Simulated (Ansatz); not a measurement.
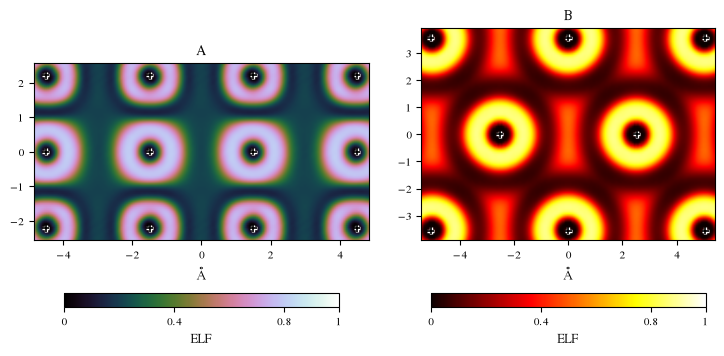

The ELF of 2 systems, each on a plane through atoms (crosses mark nuclei in the plane).

Method: Kohn-Sham DFT of a periodic cell, PBE, Ansatz PAW (Ansatz).

System 1: Ba, the (011) plane of the conventional cell. Space group I4/mmm.

System 2: TaN, the (100) plane of the conventional cell. Space group I4/mmm; a structure from a database of computed crystals, not necessarily the ambient phase; computed pressure about 32 GPa in this cell.

```xyz
4
Lattice="2.1229 -2.1229 0.0000 2.1229 2.1229 0.0000 0.0000 0.0000 4.4226" Properties=species:S:1:pos:R:3 pbc="T T T"
Ta    2.1229    0.0000    0.0000
Ta    0.0000    0.0000    2.2113
N     0.0000    0.0000    0.0000
N     2.1229    0.0000    2.2113
```

**Match each panel to its system.**

Panel A is system 2, TaN: the plane holds Ta and N. Ta–Ta (3.00 Å): the ELF is about 0.20 at the midpoint; no localised pair shows between them. Panel B is system 1, Ba: the plane holds Ba. Ba–Ba (4.37 Å): the ELF is about 0.10 at the midpoint; no localised pair shows between them.
